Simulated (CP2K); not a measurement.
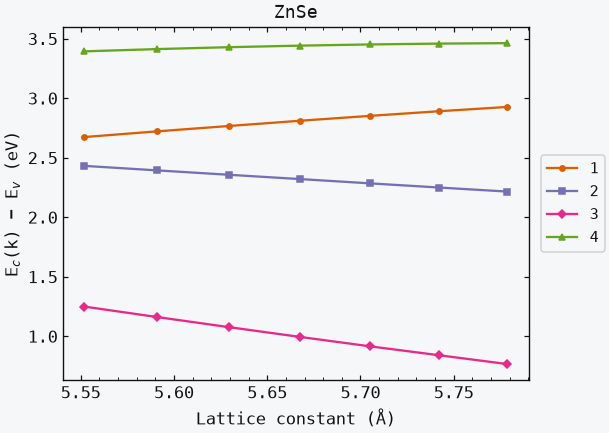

Lowest conduction level at each named k point, counted from the valence-band top at Γ. The curves are numbered.

System: zincblende ZnSe, space group F-43m, 2 atoms in the primitive cell. The cell is scaled uniformly. Level of theory: LDA, GTH_POTENTIALS Se GTH-PADE-q6, Zn GTH-PADE-q12; TZVP-MOLOPT-PBE-GTH basis, no spin polarisation, no spin-orbit coupling, 8×8×8 k mesh, Fermi-Dirac smearing of 0.05 eV; code CP2K 2026.2.

Which curve belongs to which k point: K, L, X and Γ?

Answer. 1 is X; 2 is L; 3 is Γ; 4 is K. Γ falls by 0.48 eV, L falls by 0.21 eV, X rises by 0.26 eV and K rises by 0.07 eV.

Which of these conduction levels is lowest, and does that change?

Answer. The lowest is the one at Γ, over the whole range, so among these points the gap stays direct.

The basis of atomic orbitals isn't converged, which shifts gaps and empty levels. Spin-orbit coupling is left out, which matters for Se. LDA, GGA and most meta-GGA functionals understate gaps.
